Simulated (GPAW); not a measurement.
## SiC (F-43m): refractive index against wavelength

The refractive index of SiC (F-43m) below the direct gap (4.55 eV on the mesh) is read from one computed spectrum, n = √(Re ε).

Cell: a, b, c = 3.082, 3.082, 3.082 Å (primitive vectors), 2 atoms.

Method: GPAW 26.7.0, revPBE, RPA, k-mesh 16×16×16, local fields up to 80 eV, Lorentzian half width 0.15 eV.

Launch of the response step: `OMP_NUM_THREADS=1 python df.py`. The run took 21 s, its band step included, on 1 thread of Arm Neoverse V2 (shared host).

| wavelength (nm) | photon energy E (eV) | n |
| --- | --- | --- |
| 1064 | 1.165 | 2.5964 |
| 850 | 1.459 | 2.6127 |
| 700 | 1.771 | 2.6348 |
| 633 | 1.959 | 2.6507 |
| 532 | 2.331 | 2.6887 |
| 450 | 2.755 | ? |
| 405 | 3.061 | 2.7958 |

In the single-oscillator model n² − 1 = E₀E_d/(E₀² − E²), so 1/(n² − 1) = E₀/E_d − E²/(E₀E_d) is linear in E².

Working, on the rows shown:

| x = E² (eV²) | y = 1/(n² − 1) |
| --- | --- |
| 1.35784 | 0.174177 |
| 2.12762 | 0.171638 |
| 3.13716 | 0.168289 |
| 3.83641 | 0.165942 |
| 5.43137 | 0.160537 |
| 9.37179 | 0.146703 |

Means: x̄ = 4.2104, ȳ = 0.16455. Σ(x − x̄)(y − ȳ) = -0.1438, Σ(x − x̄)² = 41.9. Slope = -0.1438 / 41.9 = -0.003432; intercept = ȳ − slope · x̄ = 0.179. Turned back into n, the line misses the rows shown by at most 0.0013.

Q: Fill in the last column of the withheld row.

A: At x = 7.5912 the line gives y = 0.15295, that is 2.7456. The run gave 2.7448, so the interpolation is off by 0.00079, 0.4 % of the range in the table.

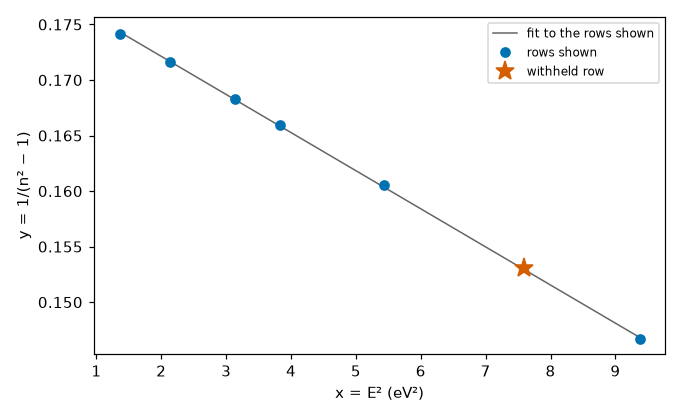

Refitted with all rows, the slope is -0.003426 and the intercept 0.17898. These give E₀ = √(intercept/−slope) = 7.23 eV and E_d = E₀/intercept = 40.4 eV; E₀ is 1.6 times the direct gap. The electronic limit at long wavelengths, without lattice vibrations, is n = √(1 + 1/intercept) = 2.567. Excitons are left out; revPBE gaps are as a rule too small. The values come from a sum over the points of one k-mesh and carry its error, which grows as the direct gap shrinks.
